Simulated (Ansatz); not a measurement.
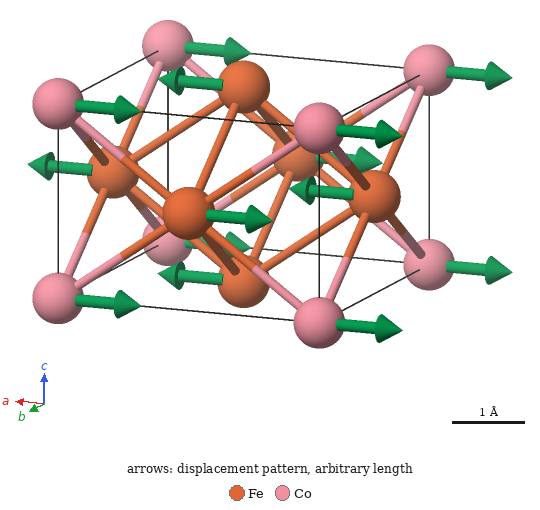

Normal modes of solid Fe$_{3}$Co, space group P4/mmm (No. 123), at the zone centre. The optical levels lie at 180 (×2), 208, 210, 281 (×2), 286, 327 (×2) cm⁻¹. One mode is drawn. The green arrows give the relative displacements of the atoms. Style: ball-and-stick. Shown: the cell of the calculation, from a free direction.

The calculation used Ansatz, DFT PBEsol, scalar-relativistic, plane waves, PAW. (plane-wave cutoff 420 eV; k-point mesh 10 × 10 × 16; occupations gaussian; smearing width 0.2 eV; collinear spin)

The frequencies depend somewhat on the k-mesh and the smearing.

Which of these frequencies is the drawn mode's?

Answer. The level at 180 cm⁻¹. This is the E_u mode (doubly degenerate; one member of the set is drawn), the lowest optical level, infrared-active by symmetry. All motion is along a; the kinetic energy is shared as Fe 75 %, Co 25 %. The crystal is a metal, so free carriers screen the infrared response.
